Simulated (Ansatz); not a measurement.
# Li: what the fields show

Input

```
crystal:
  lattice:
    - [1.5088326596, -2.6011759857, 0.0052575738]
    - [1.5088326596, 2.6011759857, 0.0052575738]
    - [-0.0353515984, 0.0, 14.5128917165]
  atoms:
    - { symbol: Li, position: [0.0832192262, 0.4176929353, 0.5002010753] }
    - { symbol: Li, position: [0.4176929353, 0.0832192262, 1.0002010753] }
    - { symbol: Li, position: [0.4190853526, 0.0823331715, 0.3331440297] }
    - { symbol: Li, position: [0.748041453, 0.7526457294, 0.6666562553] }
    - { symbol: Li, position: [0.0823331715, 0.4190853526, 0.8331440297] }
    - { symbol: Li, position: [0.7526457294, 0.748041453, 0.1666562553] }
basis:
  ecutwfc: 420
kpoints:
  mp_grid: { grid: [14, 14, 4] }
hamiltonian:
  xc: pbe
scf:
  occupations: { method: gaussian, width: 0.1 }
output:
  forces: true
  stress: true
  eigenvalues: true
  write_density: true
  write_potential: true
  elf: true
  volumetric_format: npy
relax:
  adjacent_minimum: "off"
  f_tol: 0.01
  max_steps: 30
  cell: { stress_tol: 0.1, fix: [volume] }
```

Run with:

```sh
ansatz run input.yaml --threads 4 --pin off --max-ram 8192MiB --backend cpu --events-out ev --progress --plain --runs-dir out
```

Below, planes, directions and counts refer to the standardised cell (a = 3.02 Å, b = 5.20 Å, c = 14.51 Å, α = 90.00°, β = 89.94°, γ = 90.00°).

The fields are those of the relaxed geometry.

Space group Cmc2₁; a structure generated by program, which may or may not match a known phase; changed on purpose from its base cell (volume × 0.94, shape and atoms relaxed).

These are results of DFT PBE, scalar-relativistic, plane waves, PAW (Ansatz), not measurements.

In a PAW calculation such maps are meaningful between the atoms, not at the nuclei.

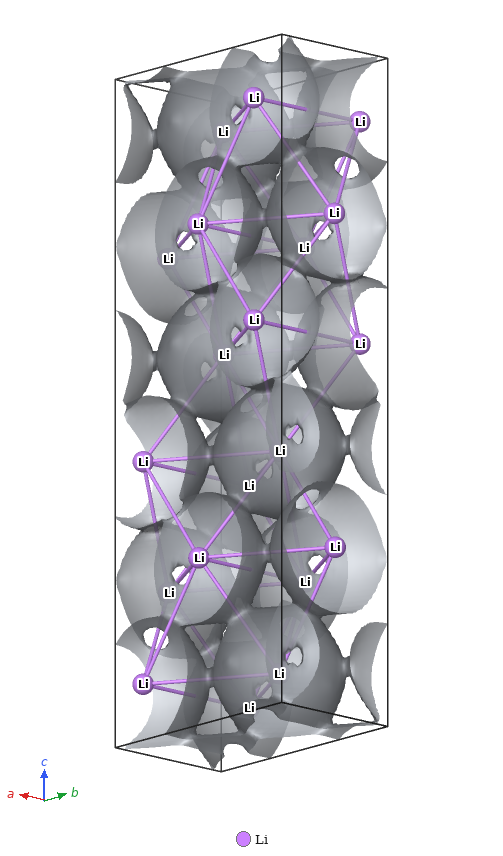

Figure 1. Isosurface of the electron localisation function at 0.55 (grey), seen at an oblique angle. Core shells and regions of very low density are left out. Sticks mark near contacts.

### What do the ELF domains correspond to?

At this value the surface marks out one network that runs through the whole crystal, counted in one cell of 12 atoms. Regions shared between cells count once. There are no localised bonds or lone pairs at this value. Along the contacts the grid gives the following. Li–Li (2.97 Å): the ELF reaches about 0.50 near the midpoint. Li–Li (3.02 Å): the ELF reaches about 0.55 near the midpoint.

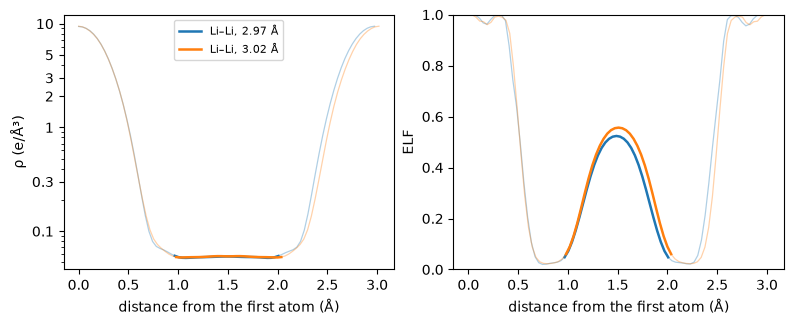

Figure 2. Valence pseudo-density and electron localisation function along straight lines between neighbouring atoms. Thin, pale parts lie inside the atomic spheres.

### Compare the contacts.

Li–Li (2.97 Å): ρ is about 0.06 e/Å³ halfway; the ELF reaches about 0.50 near the midpoint.
Li–Li (3.02 Å): the density is about 0.06 e/Å³ at the midpoint; the ELF reaches about 0.55 near the midpoint.

### Metal or insulator at this level of theory?

It is metallic or semimetallic at this level of theory: no gap opens.
